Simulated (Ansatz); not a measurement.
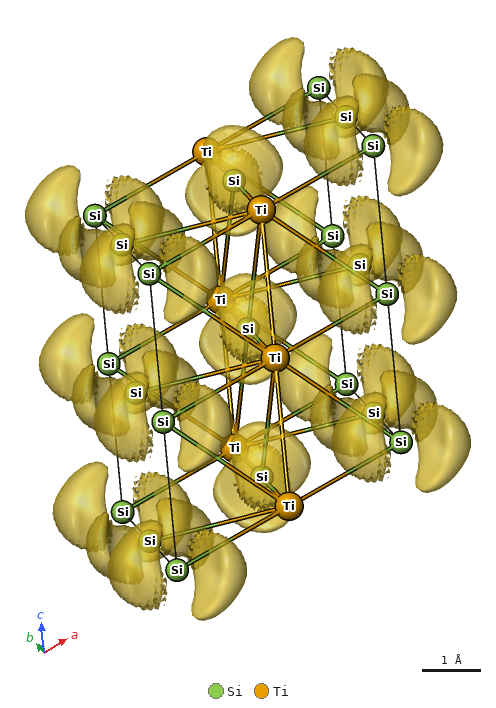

Figure 1: TiSi3. Isosurface of the electron localisation function at 0.7 (yellow), seen slightly off an axis. Only the valence region is drawn (cores and ρ < 0.01 e/Å³ removed). Sticks mark near contacts.

Space group Cmmm; computed without spin polarisation.

These are results of DFT PBE, scalar-relativistic, plane waves, PAW (Ansatz), not measurements.

Core electrons are frozen (PAW), and the valence fields are smoothed inside the atomic spheres.

Input

```
crystal:
  lattice:
    - [-3.9338973669, 3.9338973669, 0.0]
    - [-3.9338973669, 0.0, 3.9338973669]
    - [0.0, 3.9338973669, 3.9338973669]
  atoms:
    - { symbol: Si, position: [0.0, 0.0, 0.0] }
    - { symbol: Ti, position: [0.5, 0.0, 0.0] }
    - { symbol: Si, position: [0.0, 0.5, 0.0] }
    - { symbol: Si, position: [0.0, 0.0, 0.5] }
    - { symbol: Si, position: [0.5, 0.5, 0.0] }
    - { symbol: Ti, position: [0.5, 0.0, 0.5] }
    - { symbol: Si, position: [0.0, 0.5, 0.5] }
    - { symbol: Si, position: [0.5, 0.5, 0.5] }
basis:
  ecutwfc: 420
kpoints:
  mp_grid: { grid: [8, 8, 8] }
hamiltonian:
  xc: pbe
scf:
  occupations: { method: gaussian, width: 0.1 }
output:
  forces: true
  stress: true
  eigenvalues: true
  write_density: true
  write_potential: true
  elf: true
  volumetric_format: npy
relax:
  adjacent_minimum: "off"
  f_tol: 0.015
  max_steps: 60
  cell: { stress_tol: 0.15 }
```

Launched as:

```sh
ansatz run input.yaml --threads 1 --pin off --max-ram 2560MiB --backend cpu --events-out ev --progress --plain --runs-dir out
```

The fields are those of the relaxed geometry.

Q: Describe the localisation domains.

A: The surface consists of four lobes of the valence shell of Si pointing towards Ti (polar bonds) and eight regions wrapped around Si (the valence shell of each), counted in one cell of 8 atoms. Any copies at cell faces, edges or corners count once.

Values along the shortest contacts:
Ti–Si (2.73 Å): the ELF peaks at about 0.80 in the valence shell of Si, 0.9 Å from its nucleus, and is about 0.40 at the midpoint. Ti–Ti (2.75 Å): the ELF is about 0.30 at the midpoint; no shared electron pair shows on this line.
